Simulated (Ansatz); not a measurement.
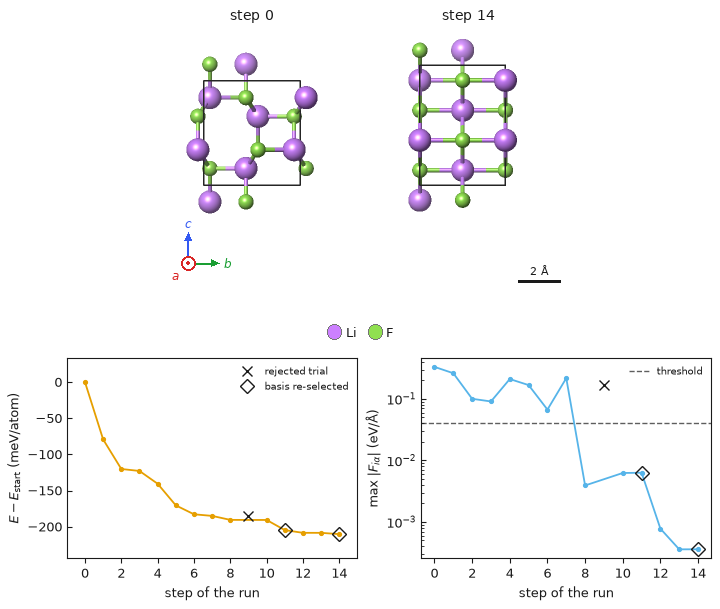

First and last geometry of a relaxation of a crystal of LiF (a generated structure, set up in P2_12_12_1) (coarse preliminary run), with the history of the run. A ball-and-stick model of the cell of the calculation, seen along the a axis.

Computed with Ansatz, DFT PBE, scalar-relativistic, plane waves, PAW. (plane-wave cutoff 420 eV; k-point mesh 6 × 4 × 4; occupations gaussian; smearing width 0.1 eV; no spin polarisation; cell and atoms relaxed; force threshold 0.04 eV/Å; at most 70 steps)

> What do the curves and the structures tell?

It converged. The largest moves relative to the cell, 0.46 Å, are those of Li and F atoms. Largest moves by element: Li 0.46 Å, F 0.46 Å. The volume changes by +8.0 %, with a 2.715 → 2.869 Å (+5.7 %), b 4.601 → 4.090 Å (−11.1 %), c 4.981 → 5.729 Å (+15.0 %). Among the contacts that change: F–Li 2.943 → 2.045 Å, F–Li 2.546 → 2.027 Å, F–Li 1.724 → 2.027 Å, F–Li 1.755 → 2.027 Å. New bonds form: F–Li (2.55 → 2.03 Å), F–Li (2.94 → 2.05 Å). Among the angles between lasting bonds that change: Li–F–Li 143.1° → 180.0°, F–Li–F 143.1° → 180.0°, F–Li–F 125.6° → 90.0°. The space group (tolerance 0.01 Å) goes from P2_12_12_1 (No. 19) to I4/mmm (No. 139). Over 11 accepted moves (14 points after the start) the energy falls by 210 meV per atom. Largest force component: 0.33 eV/Å at the start, 0.00036 eV/Å at the end. The pressure goes from 24.02 to 0.10 GPa. The line search rejected the trial step at point 9 of the run. The SCF was repeated twice at an unchanged geometry on a basis and grid sized afresh for the cell, which shifted the energy by 14.0 meV per atom at most.

```csv
step,"E − E(0), meV/atom","largest force component, eV/Å","pressure, GPa","volume, Å³/atom",note
0,0.00,0.3319,24.02,7.778,
1,-79.34,0.2617,13.23,8.421,
2,-120.21,0.1005,1.13,9.316,
3,-122.93,0.0909,-0.14,9.411,
4,-140.62,0.2105,-3.08,9.400,
5,-170.52,0.1678,-0.26,8.765,
6,-182.85,0.0671,0.03,8.390,
7,-185.08,0.2174,2.10,8.032,
8,-190.60,0.0039,-0.20,8.180,
9,-185.40,0.1659,0.69,8.238,rejected
10,-190.70,0.0063,0.18,8.158,
11,-204.75,0.0063,2.56,8.158,"same geometry, new basis"
12,-208.50,0.0008,0.97,8.296,
13,-208.52,0.0004,-0.06,8.403,
14,-210.31,0.0004,0.10,8.403,"same geometry, new basis"
```
